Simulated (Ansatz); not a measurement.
A periodic structure is given below.

Space group P6_3mc (No. 186). a = 2.653 Å, b = 2.653 Å, c = 5.904 Å, α = 90.00°, β = 90.00°, γ = 120.00°
```csv
atom,site,symmetry,x,y,z
Co,2b,3m.,0.3333,0.6667,0.0336
O,2b,3m.,0.3333,0.6667,0.3414
```

Question: Before looking at a picture, describe the arrangement of atoms.

Answer: It has the composition CoO. Space group: P6_3mc (No. 186). Lattice: primitive hexagonal. The cell has 4 atoms, namely 2 Co, 2 O. Each Co atom is coordinated by four O at 1.82 to 1.91 Å. Around each O lie four Co at 1.82 to 1.91 Å. Not all metal-metal contacts are counted. The bonds build a three-dimensional framework.

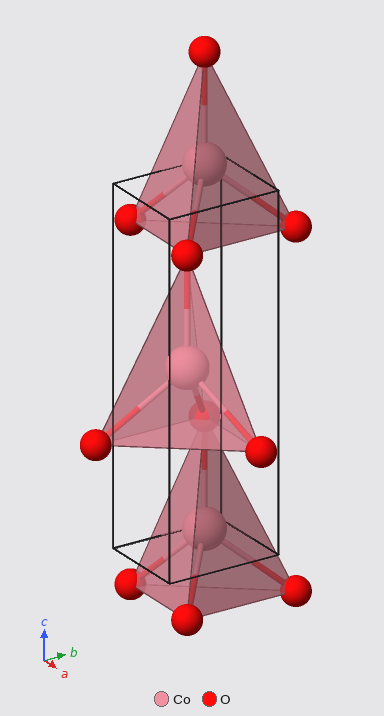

Shown here is a polyhedral view of the crystal, taken slightly off an axis. The conventional unit cell is outlined; an atom on or near a face, edge or corner is repeated at each equivalent position. Some atoms of the next cells are drawn as well.

Origin of the cell: a structure listed in the Materials Project. Earlier steps of the study, as a rule a relaxation of our own, may have changed the cell and positions, so they can lie some per cent off the listed ones. It was set up as input for a calculation with Ansatz.
